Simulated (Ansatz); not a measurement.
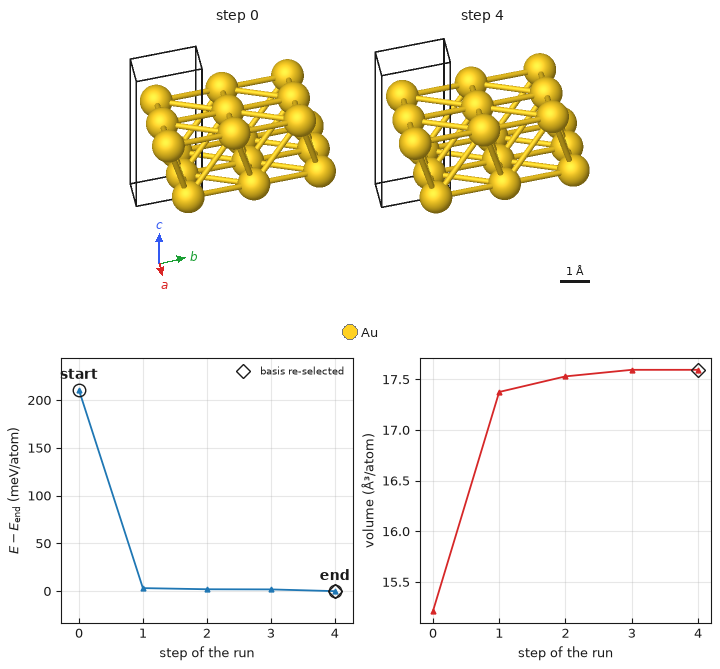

First and last geometry of a relaxation of a crystal of Au (a generated structure, set up in P6_3/mmc) (coarse preliminary run), with the history of the run. Style: ball-and-stick. Shown: the cell of the calculation, repeated 3 × 3 × 1 with one cell outlined, from a free direction.

Case: Ag → Au on all its sites, cell and atoms relaxed.

Method: DFT r2SCAN, scalar-relativistic, plane waves, PAW (Ansatz). Settings: plane-wave cutoff 500 eV; k-point mesh 12 × 12 × 4; occupations gaussian; smearing width 0.1 eV; no spin polarisation; cell and atoms relaxed; force threshold 0.05 eV/Å; at most 60 steps.

### Read the history and describe the run.

It converged. No atom moves by more than 0.005 Å relative to the cell. The volume changes by +15.7 %, with a = b 2.780 → 2.909 Å (+4.6 %), c 4.545 → 4.801 Å (+5.6 %). Some distances before and after: Au–Au 2.782 → 2.930 Å, Au–Au 2.780 → 2.909 Å. The space group stays P6_3/mmc (No. 194). After 3 accepted moves (4 points after the start) the energy has fallen by 211 meV per atom. All forces vanish by symmetry, so only the cell relaxes. Pressure: 33.14 GPa at the start and 0.05 GPa at the end. At 1 point the geometry stayed and the basis and grid were re-selected for the new cell (energy shift of 1.8 meV per atom at most each time). Cost: 9.2 s on 1 thread of AMD EPYC 9R45 96-Core Processor (Zen 5) (shared host), peak memory 0.49 GiB.
